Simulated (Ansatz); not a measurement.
## Electronic structure of HfC in real space

```
CELL_PARAMETERS angstrom
2.32500 0.00000 2.32500
-2.32500 0.00000 2.32500
0.00000 -4.18500 0.00000
ATOMIC_POSITIONS crystal
Hf 0.00000 0.00000 0.50000
Hf 0.50000 0.50000 0.00000
C 0.00000 0.00000 0.00000
C 0.50000 0.50000 0.50000
```

Space group I4/mmm; changed on purpose from its base cell (strain -0.1000 x Voigt [0, 1, 0, 0, 0, 0], atoms carried along); computed pressure about 28 GPa in this cell.

These are results of DFT PBEsol, scalar-relativistic, plane waves, PAW (Ansatz), not measurements.

Core electrons are frozen (PAW), and the valence fields are smoothed inside the atomic spheres.

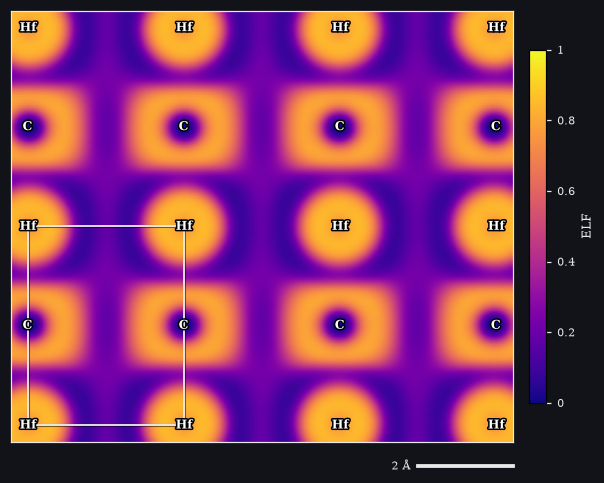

Figure 1. Electron localisation function on the (100) plane of the conventional cell.

**Describe what can be read from this map.**

- Atoms in the plane: Hf and C.
- Hf–C (2.09 Å): the ELF peaks at about 0.75 in the valence shell of C, 0.6 Å from its nucleus, and drops to about 0.30 between the two atoms: no shared electron pair shows on this line.
- The features right at Hf lie inside the PAW spheres, where the map follows smoothed inner orbitals and isn't to be read closely.

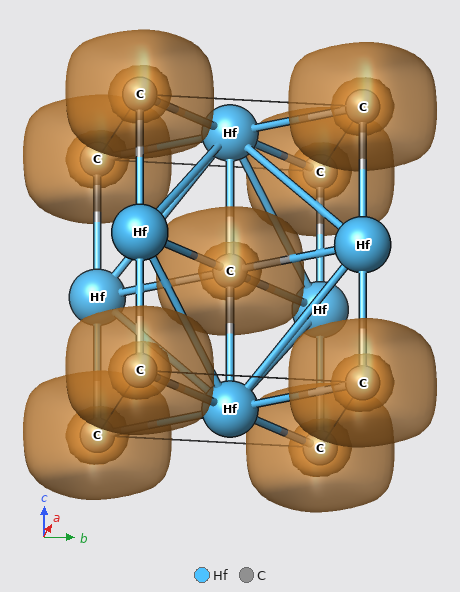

Figure 2. Isosurface of the electron localisation function at 0.6 (orange), seen at an oblique angle. Only the valence region is drawn (cores and ρ < 0.01 e/Å³ removed). Sticks mark near contacts.

**Where are the electrons localised?**

The surface consists of two regions wrapped around C (the valence shell of each), counted in one cell of 4 atoms. Any copies at cell faces, edges or corners count once. Along the contacts the grid gives the following. Hf–Hf (3.13 Å): the ELF is about 0.20 at the midpoint; no shared electron pair shows on this line.

**Does the calculation give a band gap?**

It is metallic or semimetallic at this level of theory: no gap opens.
